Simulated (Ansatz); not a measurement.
**Si3Ge: density, localisation and related maps**

```xyz
32
Lattice="5.4862 -5.4862 -10.9721 -5.4858 -5.4858 0.0000 -5.4869 5.4869 -0.0007" Properties=species:S:1:pos:R:3 pbc="T T T"
Ge   -1.3882   -1.3873   -6.8411
Ge   -6.8742   -1.3871   -1.3551
Ge   -4.0985   -4.0976   -6.8411
Ge   -4.0987    1.3884   -1.3551
Ge    1.3712   -6.8569   -9.6003
Ge    1.3710   -1.3710   -4.1142
Si    4.0991   -4.0991   -9.6161
Si   -1.3869   -4.0989   -4.1300
Si   -1.3709   -4.1148   -9.6005
Si   -1.3711    1.3711   -4.1145
Si    1.3866   -1.3866   -9.6165
Si   -4.0994   -1.3864   -4.1305
Si    1.3709   -4.1153   -6.8582
Si   -4.1151   -4.1151   -1.3722
Si   -1.3704   -6.8567   -6.8582
Si   -1.3707   -1.3707   -1.3722
Si   -2.7286   -2.7571   -8.2453
Si   -2.7288    2.7288   -2.7593
Ge   -0.0002    0.0002   -8.2626
Ge   -5.4861    0.0004   -2.7765
Si    0.0009   -2.7732   -5.4867
Si   -5.4851   -2.7730   -0.0006
Si   -2.7126   -5.4867   -5.4867
Si   -2.7128   -0.0007   -0.0006
Si   -2.7597   -5.4702  -10.9576
Si   -2.7599    0.0158   -5.4716
Si   -0.0156   -2.7261  -10.9576
Si   -5.5016   -2.7259   -5.4716
Si   -0.0147   -5.4710   -8.2134
Si   -0.0149    0.0149   -2.7273
Si    2.7421   -2.7421   -8.2288
Si   -2.7438   -2.7419   -2.7428
```

Space group Cm; a generated structure, not necessarily the stable one.

All numbers below come from Ansatz 0.2.0, DFT PBEsol, scalar-relativistic, plane waves, PAW.

The density is the valence pseudo-density of a PAW calculation; it isn't the true density close to the nuclei.

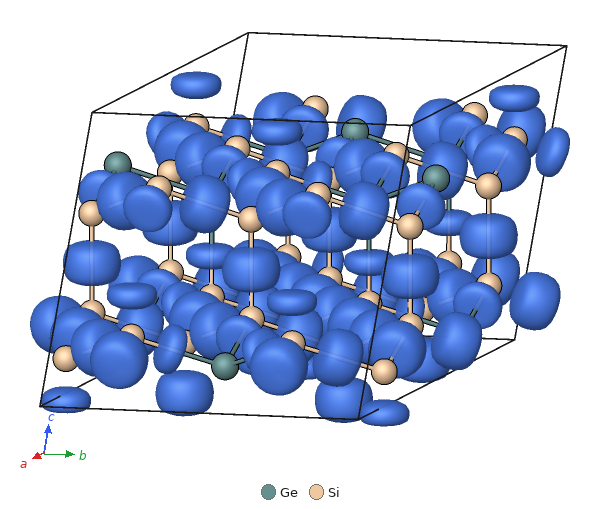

Figure 1. Isosurface of the ELF at 0.8 (blue), seen slightly off an axis. Only the valence region is drawn (cores and ρ < 0.01 e/Å³ removed). Sticks mark near contacts.

### Where are the electrons localised?

At this value the surface marks out 24 regions between bonded Ge–Si atoms (shared pairs) and 36 regions between bonded Si–Si atoms (shared pairs), counted in one cell of 32 atoms. Regions shared between cells count once. Profiles from the grid: Si–Si (2.35 Å): the ELF peaks at about 0.95 between the atoms, as expected for localised, covalent bonding. Si–Ge (2.38 Å): the ELF peaks at about 0.90 between the atoms, as expected for a covalent bond.

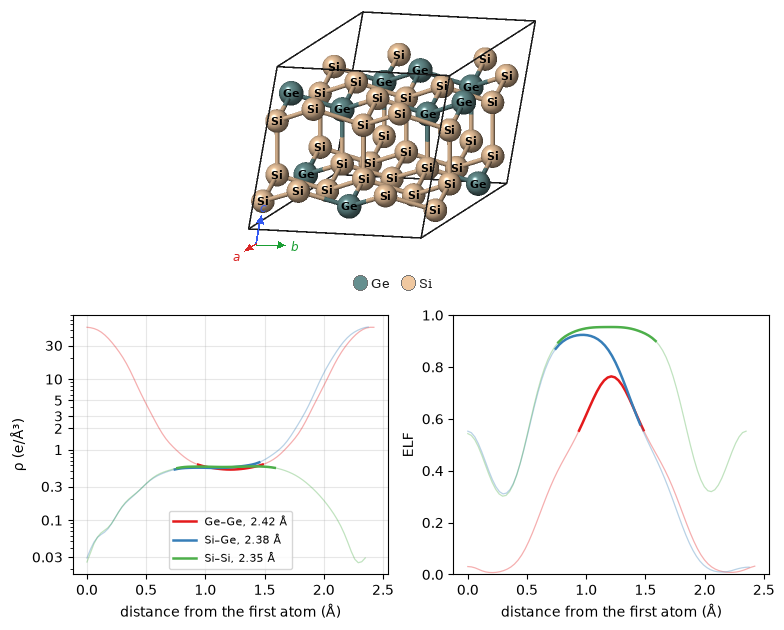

Figure 2. Valence electron density and ELF along straight lines between neighbouring atoms. Thin, pale parts lie inside the atomic spheres. The structure is drawn too.

### Compare the contacts.

Ge–Ge (2.42 Å): ρ at the midpoint is about 0.52 e/Å³; the ELF peaks at about 0.75 between the atoms (a shared electron pair).
Si–Ge (2.38 Å): ρ at the midpoint is about 0.56 e/Å³; the ELF peaks at about 0.90 between the atoms, as expected for a shared electron pair.
Si–Si (2.35 Å): ρ at the midpoint is about 0.57 e/Å³; the ELF peaks at about 0.95 between the atoms; a covalent bond.

### Metal or insulator at this level of theory?

It is gapped, with a Kohn–Sham gap of 0.40 eV on the k-point mesh (the band edges may lie off the mesh, which would make the gap smaller).
